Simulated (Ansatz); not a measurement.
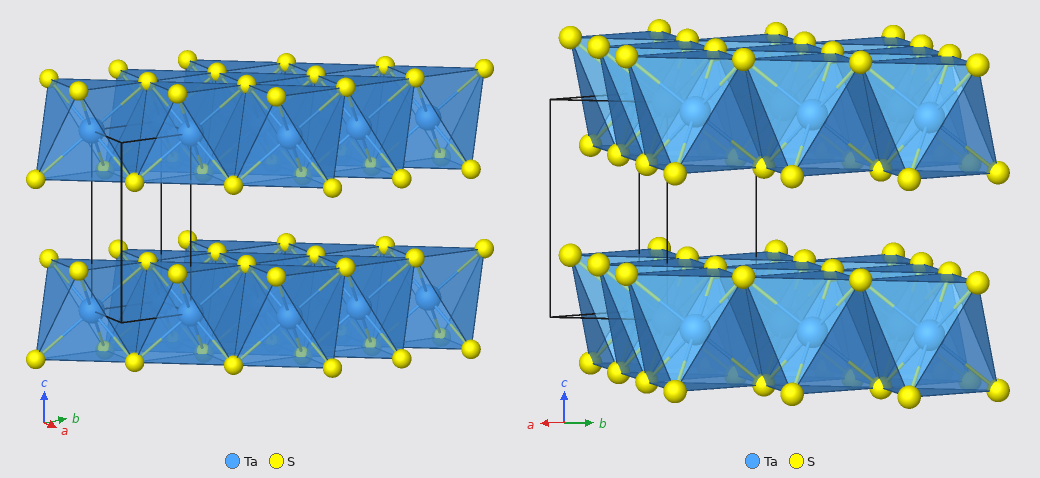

Polyhedra are drawn about Ta (bonds: S–Ta below 2.8 Å); other atoms are plain spheres. Two views of the same piece.

System TaS₂ (space group P-3m1, No. 164); source of the atomic positions: coordinates from a relaxation with Ansatz 0.2.0, DFT PBEsol, scalar-relativistic, plane waves, PAW.

Question: What figure surrounds each Ta atom, and what does it share with the other drawn polyhedra?

Answer: Ta: TaS6 octahedron, sharing edges with six neighbours.

Question: How do these polyhedra hang together as a whole?

Answer: They form layers of edge-sharing octahedra parallel to (001).
